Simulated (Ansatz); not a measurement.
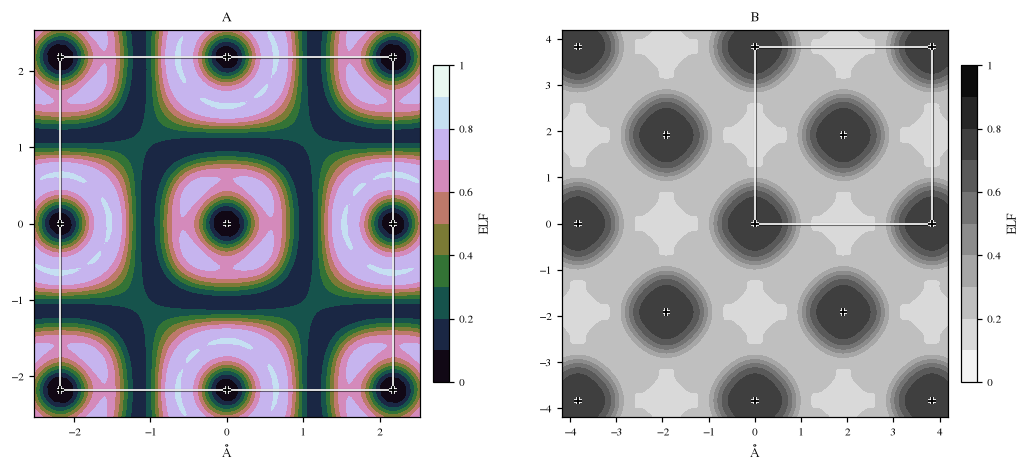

The ELF of 2 systems, each on a plane through atoms (crosses mark nuclei in the plane).

The calculation used Ansatz 0.2.0, DFT, PBE, PAW with Ansatz's default frozen-core files, scalar-relativistic.

System 1: TaN, the (001) plane of the conventional cell. Space group Fm-3m; computed pressure about 14 GPa in this cell.

System 2: Rh, the (010) plane of the conventional cell. Space group Fm-3m; computed without spin polarisation.

Which map belongs to which system?

Panel A is system 1, TaN: the plane holds Ta and N. Ta–N (2.18 Å): the ELF peaks at about 0.80 in the valence shell of N, 0.7 Å from its nucleus, and is about 0.15 at the midpoint (no localised pair shows between them). Panel B is system 2, Rh: the plane holds Rh. Rh–Rh (2.71 Å): the ELF is about 0.25 at the midpoint (no shared electron pair shows on this line).
